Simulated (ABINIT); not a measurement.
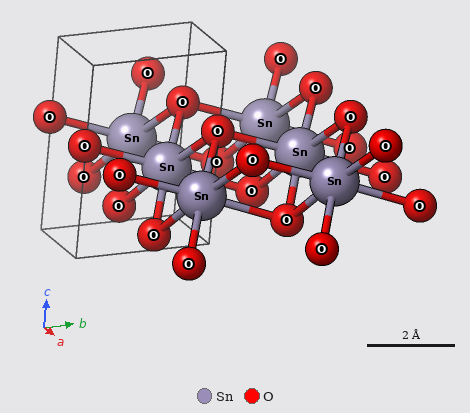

Fig. 1: The input geometry (ball-and-stick view of the reduced cell, repeated 3 × 2 × 1, seen slightly off an axis; bonded neighbours outside the cell are drawn too). An atom can appear more than once, as a periodic image. Near neighbours in the periodic cell (some may lie outside the picture): Sn has 6 O at 2.05 to 2.18 Å; O has 3 Sn at 2.05 to 2.18 Å.

SnO$_{2}$: single-point calculation

System: SnO$_{2}$ (3 atoms in the cell).
Method: Kohn-Sham DFT of a periodic cell, PBE, JTH PAW PBE v2.0, no spin polarisation (ABINIT 10.8.3).

The structure derives from a Materials Project entry.

### Log
```
.Version 10.8.3 of ABINIT
 Symmetries : space group P1 (#  1); Bravais aP (primitive triclinic)
================================================================================
 Values of the parameters that define the memory need of the present run
     intxc =       0    ionmov =       0      iscf =      17    lmnmax =      18
     lnmax =       6     mgfft =      45  mpssoang =       3    mqgrid =    3001
     natom =       3  nloc_mem =       2    nspden =       1   nspinor =       1
    nsppol =       1      nsym =       1    n1xccc =       1    ntypat =       2
    occopt =       3   xclevel =       2
       mpw =        1577          nfft =       91125          nkpt =         504
 PAW method is used; the additional fine FFT grid is defined by:
   mgfftf=        60    nfftf =    216000
================================================================================
================================================================================

--------------------------------------------------------------------------------
------------- Echo of variables that govern the present computation ------------
--------------------------------------------------------------------------------
 -outvars: echo values of preprocessed input variables --------
            acell      9.7338951653E+00  9.7338951653E+00  9.7338951653E+00 Bohr
              amu      1.18710000E+02  1.59994000E+01
          chkprim           0
      chksymtnons           0
             ecut      2.30000000E+01 Hartree
                       outvar_i_n : Printing only first  50 k-points.
              ixc          11
                       outvar_i_n : Printing only first  50 k-points.
         kptrlatt       10    0    0      0   10    0      0    0   10
          kptrlen      6.11172606E+01
            natom           3
            nband          17
            ngfft          45      45      45
          ngfftdg          60      60      60
             nkpt         504
            nstep         100
             nsym           1
           ntypat           2
                       prtocc : prtvol=0, do not print more k-points.
           occopt           3
        pawecutdg      4.50000000E+01 Hartree
         pawxcdev           0
           prtden           0
        prtebands           0
           prteig           0
            prtwf           0
            rprim      3.1394040910E-01  1.8125357970E-01  9.3198098660E-01
                      -3.1394040910E-01  1.8125357970E-01  9.3198098660E-01
                       0.0000000000E+00 -3.6250715940E-01  9.3198098660E-01
          spgroup           1
           tolsym      1.00000000E-06
           tolvrs      1.00000000E-09
           tsmear      1.83746611E-03 Hartree
            typat      1  2  2
           useylm           1
                       outvars : Printing only first  50 k-points.
           xangst      3.2073424034E-02  1.4404030089E-02  7.2651304010E+00
                       1.8543206282E-02  5.4056192516E-02  1.1015065289E+01
                      -4.1093569201E-02  1.6273155591E-02  3.4387268733E+00
            xcart      6.0609987344E-02  2.7219671978E-02  1.3729106727E+01
                       3.5041581369E-02  1.0215139926E-01  2.0815456656E+01
                      -7.7655591327E-02  3.0751807271E-02  6.4982520123E+00
             xred      5.1694900000E-01  4.9711500000E-01  4.9931800000E-01
                       7.8022400000E-01  7.6875700000E-01  7.4554100000E-01
                       2.2897000000E-01  2.5438200000E-01  2.3296100000E-01
            znucl       50.00000    8.00000

================================================================================

 chkinp: Checking input parameters for consistency.

================================================================================
== DATASET  1 ==================================================================

--- !DatasetInfo
iteration_state: {dtset: 1, }
dimensions: {natom: 3, nkpt: 504, mband: 17, nsppol: 1, nspinor: 1, nspden: 1, mpw: 1577, }
cutoff_energies: {ecut:  23.0, pawecutdg:  45.0, }
electrons: {nelect:   2.60000000E+01, charge:   0.00000000E+00, occopt:   3.00000000E+00, tsmear:   1.83746611E-03, }
meta: {optdriver: 0, ionmov: 0, optcell: 0, iscf: 17, paral_kgb: 0, }
...

 Exchange-correlation functional for the present dataset will be:
  GGA: Perdew-Burke-Ernzerhof functional - ixc=11
  J.P.Perdew, K.Burke, M.Ernzerhof, PRL 77, 3865 (1996)

 Real(R)+Recip(G) space primitive vectors, cartesian coordinates (Bohr,Bohr^-1):
 R(1)=  3.0558630  1.7643033  9.0718052  G(1)=  0.1636199  0.0944660  0.0367439
 R(2)= -3.0558630  1.7643033  9.0718052  G(2)= -0.1636199  0.0944660  0.0367439
 R(3)=  0.0000000 -3.5286067  9.0718052  G(3)=  0.0000000 -0.1889320  0.0367439
 Unit cell volume ucvol=  2.9346216E+02 bohr^3
 Angles (23,13,12)=  3.65937182E+01  3.65937182E+01  3.65937182E+01 degrees

 Coarse grid specifications (used for wave-functions):

 getcut: wavevector=  0.0000  0.0000  0.0000  ngfft=  45  45  45
         ecut(hartree)=     23.000   => boxcut(ratio)=   2.09476

 Fine grid specifications (used for densities):

 getcut: wavevector=  0.0000  0.0000  0.0000  ngfft=  60  60  60
         ecut(hartree)=     45.000   => boxcut(ratio)=   2.04127

--- Pseudopotential description ------------------------------------------------
- pspini: atom type   1  psp file is ./Sn.GGA_PBE-JTH.xml
 Pseudopotential format is: paw10
 basis_size (lnmax)=  6 (lmn_size= 18), orbitals=   0   0   1   1   2   2
 Spheres core radius: rc_sph= 2.51086398
 Shapefunction is BESSEL type: shapef(r,l)=aa(1,l)*jl(q(1,l)*r)+aa(2,l)*jl(q(2,l)*r)
 Radius for shape functions =  1.40702157
 Compensation charge density is not taken into account in XC energy/potential

- pspini: atom type   2  psp file is ./O.GGA_PBE-JTH.xml
 Pseudopotential format is: paw10
 basis_size (lnmax)=  4 (lmn_size=  8), orbitals=   0   0   1   1
 Spheres core radius: rc_sph= 1.41465230
 Shapefunction is SIN type: shapef(r)=[sin(pi*r/rshp)/(pi*r/rshp)]**2
 Radius for shape functions =  1.20231231
 Compensation charge density is not taken into account in XC energy/potential

   9.07533010E+02                                ecore*ucvol(ha*bohr**3)
--------------------------------------------------------------------------------

================================================================================

--- !BeginCycle
iteration_state: {dtset: 1, }
solver: {iscf: 17, nstep: 100, nline: 4, wfoptalg: 10, }
tolerances: {tolvrs: 1.00E-09, }
...

     iter   Etot(hartree)      deltaE(h)  residm     nres2
 ETOT  1  -101.95874050551    -1.020E+02 4.932E-01 7.978E+01
 ETOT  2  -102.03364787540    -7.491E-02 4.787E-02 3.190E+01
 ETOT  3  -102.01932466392     1.432E-02 1.911E-02 2.173E+00
 ETOT  4  -102.01951836421    -1.937E-04 9.031E-03 9.546E-02
 ETOT  5  -102.01950947192     8.892E-06 6.938E-03 1.111E-02
 ETOT  6  -102.01953568551    -2.621E-05 5.581E-03 1.794E-03
 ETOT  7  -102.01954193164    -6.246E-06 2.513E-03 2.980E-04
 ETOT  8  -102.01954223717    -3.055E-07 2.199E-03 4.577E-05
 ETOT  9  -102.01954259241    -3.552E-07 2.613E-03 1.688E-05
 ETOT 10  -102.01954259826    -5.856E-09 2.454E-03 8.832E-07
 ETOT 11  -102.01954260293    -4.670E-09 2.342E-03 1.162E-07
 ETOT 12  -102.01954260353    -5.947E-10 1.576E-03 3.464E-08
 ETOT 13  -102.01954260382    -2.915E-10 1.171E-03 2.715E-09
 ETOT 14  -102.01954260383    -5.556E-12 8.505E-04 6.646E-10

 At SCF step   14       nres2   =  6.65E-10 < tolvrs=  1.00E-09 =>converged.

 Cartesian components of stress tensor (hartree/bohr^3)
  sigma(1 1)=  1.25492899E-05  sigma(3 2)= -5.13879323E-05
  sigma(2 2)=  1.16350949E-05  sigma(3 1)= -7.96062220E-05
  sigma(3 3)=  2.91671546E-05  sigma(2 1)= -1.00573374E-05

--- !ResultsGS
iteration_state: {dtset: 1, }
comment   : Summary of ground state results
lattice_vectors:
- [  3.0558630,   1.7643033,   9.0718052, ]
- [ -3.0558630,   1.7643033,   9.0718052, ]
- [  0.0000000,  -3.5286067,   9.0718052, ]
lattice_lengths: [   9.73390,    9.73390,    9.73390, ]
lattice_angles: [ 36.594,  36.594,  36.594, ] # degrees, (23, 13, 12)
lattice_volume:   2.9346216E+02
convergence: {deltae: -5.556E-12, res2:  6.646E-10, residm:  8.505E-04, diffor: null, }
etotal    :  -1.02019543E+02
entropy   :   0.00000000E+00
fermie    :   1.32917724E-01
cartesian_stress_tensor: # hartree/bohr^3
- [  1.25492899E-05,  -1.00573374E-05,  -7.96062220E-05, ]
- [ -1.00573374E-05,   1.16350949E-05,  -5.13879323E-05, ]
- [ -7.96062220E-05,  -5.13879323E-05,   2.91671546E-05, ]
pressure_GPa:  -5.2322E-01
xred      :
- [  5.1695E-01,   4.9711E-01,   4.9932E-01, Sn]
- [  7.8022E-01,   7.6876E-01,   7.4554E-01,  O]
- [  2.2897E-01,   2.5438E-01,   2.3296E-01,  O]
cartesian_forces: # hartree/bohr
- [ -1.22772647E-02,   2.77112792E-03,  -1.47090657E-02, ]
- [ -4.08907206E-04,  -5.41531816E-03,   9.27551316E-03, ]
- [  1.26861719E-02,   2.64419024E-03,   5.43355251E-03, ]
force_length_stats: {min:   1.07483962E-02, max:   1.93588996E-02, mean:   1.47197118E-02, }
...

 Integrated electronic density in atomic spheres:
 ------------------------------------------------
 Atom  Sphere_radius  Integrated_density
    1        2.51086         12.04728558
    2        1.41465          4.52286155
    3        1.41465          4.54708916

================================================================================

 ----iterations are completed or convergence reached----

 Mean square residual over all n,k,spin=   10.926E-07; max=  85.047E-05
 reduced coordinates (array xred) for    3 atoms
       0.516949000000      0.497115000000      0.499318000000
       0.780224000000      0.768757000000      0.745541000000
       0.228970000000      0.254382000000      0.232961000000
 rms dE/dt=  9.9223E-02; max dE/dt=  1.6485E-01; dE/dt below (all hartree)
    1       0.164853752697      0.089781838422      0.142005893217
    2      -0.074554375611     -0.077090139847     -0.104464282653
    3      -0.093937042841     -0.016439270551     -0.041171928729

 cartesian coordinates (angstrom) at end:
    1      0.03207342403358     0.01440403008918     7.26513040098848
    2      0.01854320628179     0.05405619251579    11.01506528948864
    3     -0.04109356920144     0.01627315559077     3.43872687327011

 cartesian forces (hartree/bohr) at end:
    1     -0.01227726474043     0.00277112791942    -0.01470906567509
    2     -0.00040890720630    -0.00541531816429     0.00927551316173
    3      0.01268617194673     0.00264419024487     0.00543355251336
 frms,max,avg= 8.7416577E-03 1.4709066E-02  -5.994E-06  3.924E-06  1.349E-04 h/b

 cartesian forces (eV/Angstrom) at end:
    1     -0.63132233633506     0.14249712695451    -0.75637056817107
    2     -0.02102685396822    -0.27846685623882     0.47696606400341
    3      0.65234919030328     0.13596972928431     0.27940450416766
 frms,max,avg= 4.4951411E-01 7.5637057E-01  -3.082E-04  2.018E-04  6.938E-03 e/A
 length scales=  9.733895165300  9.733895165300  9.733895165300 bohr
              =  5.150955491301  5.150955491301  5.150955491301 angstroms
 Fermi (or HOMO) energy (hartree) =   0.13292   Average Vxc (hartree)=  -0.36327
 Eigenvalues (hartree) for nkpt= 504  k points:
 kpt#   1, nband= 17, wtk=  0.00100, kpt=  0.0000  0.0000  0.0000 (reduced coord)
  -0.64331   -0.63532   -0.63493   -0.62868   -0.62853   -0.56636   -0.49945   -0.04942
   0.03818    0.04859    0.06235    0.06582    0.08841    0.16357    0.30380    0.49029
   0.50632
      occupation numbers for kpt#   1
   2.00000    2.00000    2.00000    2.00000    2.00000    2.00000    2.00000    2.00000
   2.00000    2.00000    2.00000    2.00000    2.00000    0.00000    0.00000    0.00000
   0.00000
 prteigrs : prtvol=0 or 1, do not print more k-points.

--- !EnergyTerms
iteration_state     : {dtset: 1, }
comment             : Components of total free energy in Hartree
kinetic             :  2.70094895622884E+01
hartree             :  4.11183080097777E+01
xc                  : -1.27259633414119E+01
Ewald energy        : -6.51874850711198E+01
psp_core            :  3.09250436802724E+00
local_psp           : -1.13232299057386E+02
PAW spherical_terms :  1.79059051595403E+01
internal            : -1.02019540370284E+02
'-kT*entropy'       : -9.59980061237515E-12
total_energy        : -1.02019540370294E+02
total_energy_eV     : -2.77609311765351E+03
...

--- !EnergyTermsDC
iteration_state     : {dtset: 1, }
comment             : '"Double-counting" decomposition of free energy'
band_energy         : -8.28876963166065E+00
Ewald energy        : -6.51874850711198E+01
psp_core            :  3.09250436802724E+00
xc_dc               : -4.16587715797692E+01
PAW spherical_terms :  1.00229793107059E+01
internal            : -1.02019542603817E+02
'-kT*entropy'       : -9.59980061237515E-12
total_energy_dc     : -1.02019542603826E+02
total_energy_dc_eV  : -2.77609317843103E+03
...

--- !EnergyTermsWithPAWCore
iteration_state     : {dtset: 1, }
comment             : 'Components of total free energy, including PAW core contributions'
Total energy        : -6.32786851709306E+03
Total energy DC     : -6.32786851932659E+03
Total energy (eV)   : -1.72190074332402E+05
Total energy DC (eV): -1.72190074393180E+05
...

 Cartesian components of stress tensor (hartree/bohr^3)
  sigma(1 1)=  1.25492899E-05  sigma(3 2)= -5.13879323E-05
  sigma(2 2)=  1.16350949E-05  sigma(3 1)= -7.96062220E-05
  sigma(3 3)=  2.91671546E-05  sigma(2 1)= -1.00573374E-05

-Cartesian components of stress tensor (GPa)         [Pressure= -5.2322E-01 GPa]
- sigma(1 1)=  3.69212857E-01  sigma(3 2)= -1.51188517E+00
- sigma(2 2)=  3.42316312E-01  sigma(3 1)= -2.34209591E+00
- sigma(3 3)=  8.58127315E-01  sigma(2 1)= -2.95897083E-01

== END DATASET(S) ==============================================================
================================================================================

 -outvars: echo values of variables after computation  --------
            acell      9.7338951653E+00  9.7338951653E+00  9.7338951653E+00 Bohr
           etotal     -1.0201954260E+02
            fcart     -1.2277264740E-02  2.7711279194E-03 -1.4709065675E-02
                      -4.0890720630E-04 -5.4153181643E-03  9.2755131617E-03
                       1.2686171947E-02  2.6441902449E-03  5.4335525134E-03
            rprim      3.1394040910E-01  1.8125357970E-01  9.3198098660E-01
                      -3.1394040910E-01  1.8125357970E-01  9.3198098660E-01
                       0.0000000000E+00 -3.6250715940E-01  9.3198098660E-01
           strten      1.2549289929E-05  1.1635094943E-05  2.9167154612E-05
                      -5.1387932318E-05 -7.9606222035E-05 -1.0057337445E-05
           xangst      3.2073424034E-02  1.4404030089E-02  7.2651304010E+00
                       1.8543206282E-02  5.4056192516E-02  1.1015065289E+01
                      -4.1093569201E-02  1.6273155591E-02  3.4387268733E+00
             xred      5.1694900000E-01  4.9711500000E-01  4.9931800000E-01
                       7.8022400000E-01  7.6875700000E-01  7.4554100000E-01
                       2.2897000000E-01  2.5438200000E-01  2.3296100000E-01
 Calculation completed.
```

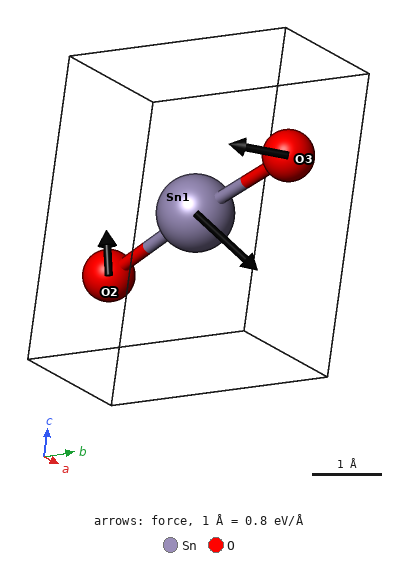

Fig. 2: Forces on the atoms as black arrows (ball-and-stick view of the reduced cell, seen slightly off an axis; atoms are numbered from 1 in the order of the input). The largest act on Sn1 (1.00 eV/Å); O3 (0.72 eV/Å); O2 (0.55 eV/Å). The geometry is not a stationary point of this energy.

This output came from the following input.

### The input
```
# Pseudopotentials
pp_dirpath "./"
pseudos "Sn.GGA_PBE-JTH.xml, O.GGA_PBE-JTH.xml"

# Structure
acell 9.7338951653 9.7338951653 9.7338951653
rprim
     0.3139404091     0.1812535797     0.9319809866
    -0.3139404091     0.1812535797     0.9319809866
     0.0000000000    -0.3625071594     0.9319809866
ntypat 2
znucl 50 8
natom 3
typat 1 2 2
xred
     0.5169490000     0.4971150000     0.4993180000
     0.7802240000     0.7687570000     0.7455410000
     0.2289700000     0.2543820000     0.2329610000
chkprim 0
chksymtnons 0
tolsym 1.0e-6

# Plane-wave basis
ecut 23.0
pawecutdg 45.0
pawxcdev 0

# k points
kptopt 1
ngkpt 10 10 10
nshiftk 1
shiftk 0.0 0.0 0.0

# Exchange and correlation
ixc 11

# Bands and occupations
nband 17
occopt 3
tsmear 0.05 eV

# SCF cycle
nstep 100
tolvrs 1.0e-9

# Output
iomode 3
prtwf 0
prtden 0
prteig 0
prtebands 0
```

Launched with:
```bash
abinit run.abi > log 2>&1
```

### Key numbers

- outcome: converged
- space group (tolerance 0.01 Å): P1 (1)
- electrons treated: 26
- free energy: −2776.0932 eV
- Fermi energy: 3.617 eV
- gap on the k-point mesh: 1.90 eV
- pressure: −0.52 GPa
- largest force (length of the vector): 0.995 eV/Å
- hardware: 1 thread of Arm Neoverse V1, 24 GiB of memory available, shared host
- wall time: 17 min
- peak memory: 0.56 GiB
